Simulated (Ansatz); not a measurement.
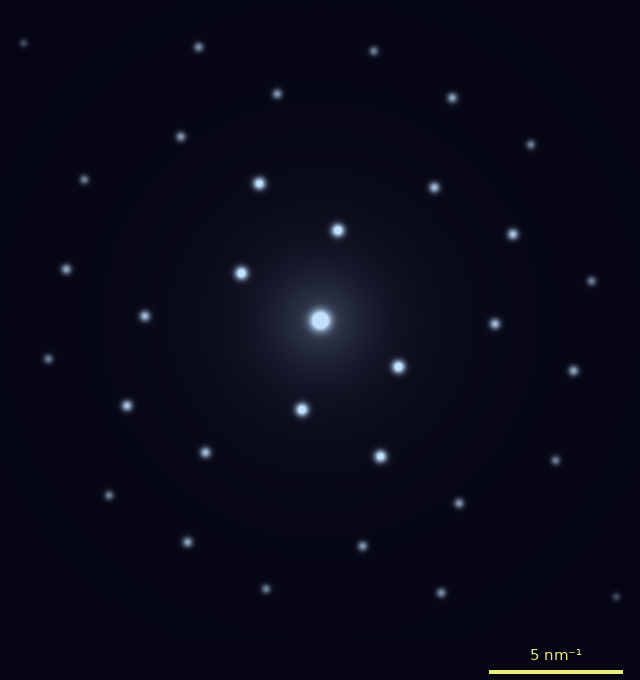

Kinematic zone-axis pattern, calculated for 200 keV electrons with B = 1 Å².

It belongs to Co, space group Fd-3m (No. 227), a = 5.003 Å. Structure: the end point of a relaxation with DFT, BLYP, plane waves (420 eV) with PAW, scalar-relativistic in Ansatz 0.2.0; the starting structure was generated, so it need not be a known form of this composition.

Question: Determine the zone axis from the geometry of the pattern.

Answer: The spots form a centred rectangular net with both shortest vectors at d = 2.89 Å, 70.5° apart. They index as -1 1 -1 and -1 1 1, so the zone axis is [110] (or an equivalent direction of <110>).

Question: Which reflections of this zone are missing, and why?

Answer: The lattice centring (F) removes all reflections that break h + k = 2n, h + l = 2n; a screw axis and a glide plane both extinguish reflections such as 0 0 2, 0 0 6; reflections such as 2 -2 -2, 2 -2 2, 4 -4 -2 are allowed by the space group but vanish because the atoms sit on special positions. In a thicker crystal double diffraction can put intensity into those places emptied by glide planes or screw axes that lie on the net of the visible spots, but never into those emptied by centring.
